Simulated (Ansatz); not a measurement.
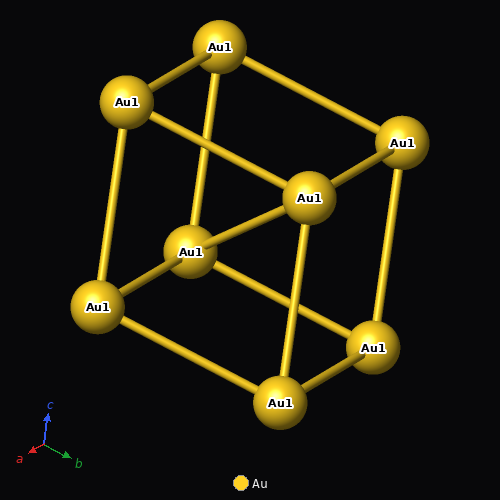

The system is Au (Im-3m, No. 229; 1 atom in the cell); the picture shows the reference structure. The cell is strained homogeneously, by one strain along x and y and another along z, with fractional coordinates fixed (x, y and z along the cube axes). Coordinates scanned: (1) strain along x and y; (2) strain along z. Grid: 5 × 5 points. At 5 points there is no value. Points are written as (first, second). Energies are in meV/atom, from the lowest grid point. The reference cell is the one listed in the database, not relaxed at this level. All numbers below come from DFT r2SCAN, scalar-relativistic, plane waves, PAW in Ansatz. Settings: cutoff 500 eV, k-mesh 20×20×20, gaussian smearing 0.15 eV, no spin polarisation.

Its coordinates:

```yaml
crystal:
  lattice:
    - [-1.65727, 1.65727, 1.65727]
    - [1.65727, -1.65727, 1.65727]
    - [1.65727, 1.65727, -1.65727]
  atoms:
    - { symbol: Au, position: [0.00000, 0.00000, 0.00000] }
```

Range: strain along x and y from −5.0 to 5.0 %; strain along z from −5.0 to 5.0 %.

> Predict the map.

The lowest grid point is at (0.0 %, −2.5 %). The highest grid point, (5.0 %, 5.0 %), lies 212 meV/atom above the lowest.

```tsv
strain along z ↓, strain along x and y →	−5.0	−2.5	0.0	2.5	5.0
5.0	0	7	50	121	212
2.5	15	–	26	–	–
0.0	41	1	9	52	120
−2.5	81	–	0	–	79
−5.0	138	40	1	6	44
```

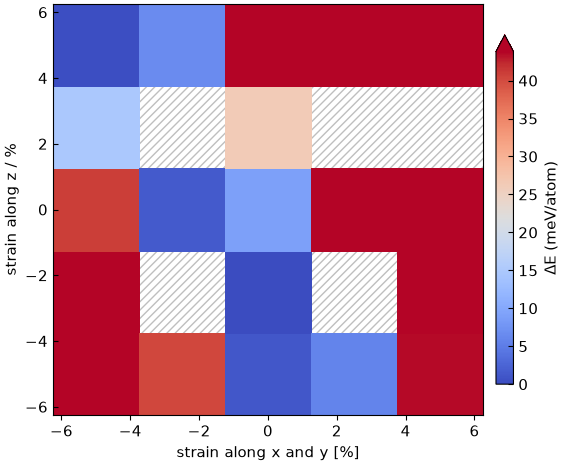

The picture shows one coloured cell a grid point, one colour for all values above the top of the scale, hatched blanks where no value was computed.
